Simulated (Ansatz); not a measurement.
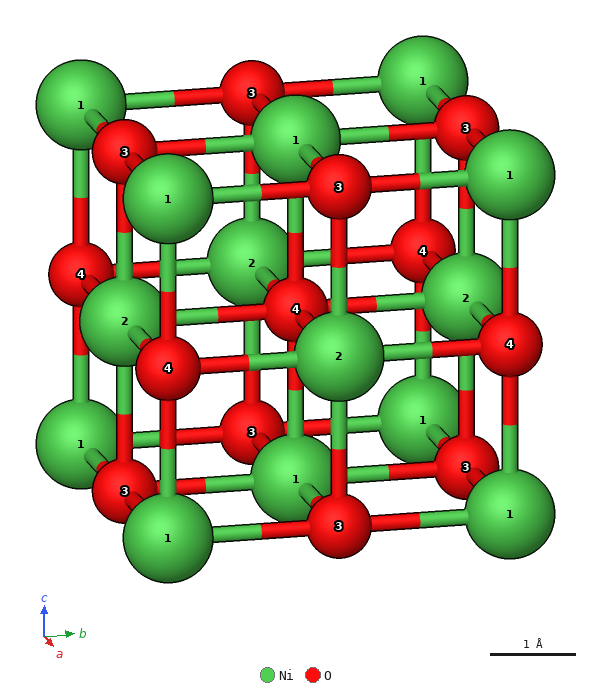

Reference structure: solid NiO (set up in Fm-3m). Style: ball-and-stick. Shown: the conventional cell (2 times the calculation's cell), slightly off an axis. Lengths and directions refer to the drawn axes.

Theory: DFT r2SCAN, scalar-relativistic, plane waves, PAW in Ansatz. Settings: plane-wave cutoff 500 eV; k-point mesh 10 × 10 × 8; occupations gaussian; smearing width 0.02 eV; collinear spin.

Now this is done to it. Strain along c alone, −6.0 %, is applied. Symmetry leaves the atoms no freedom, so this is a single point.

Q: What does the calculation give for the changed structure?

A: The energy rises by 50.6 meV per atom. Pressure: 0.0 GPa before, 17.3 GPa after. The principal stresses (compression positive) are 33.1 GPa along c and 9.3 GPa across it. All forces vanish by symmetry. The absolute magnetisation stays at 4.03 μB per cell. Among the bonded contacts that change: Ni–O 2.094 → 1.969 to 2.094 Å. The space group (tolerance 0.01 Å) goes from Fm-3m (No. 225) to I4/mmm (No. 139).

The changed structure in the same view:

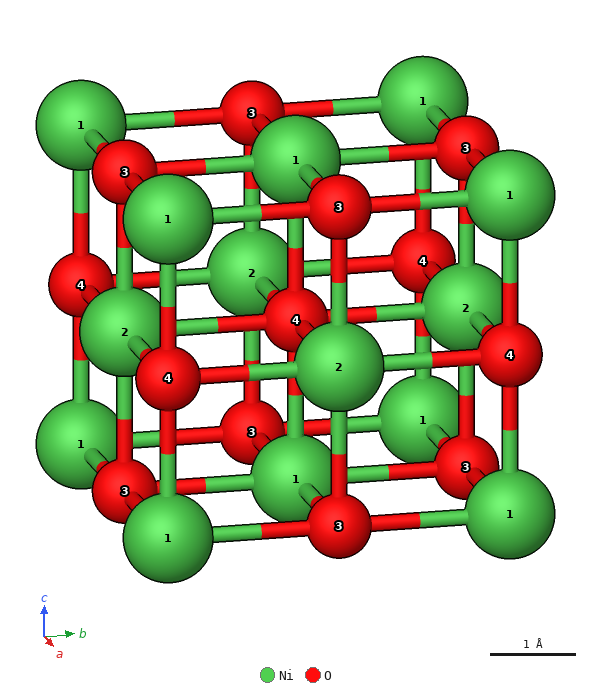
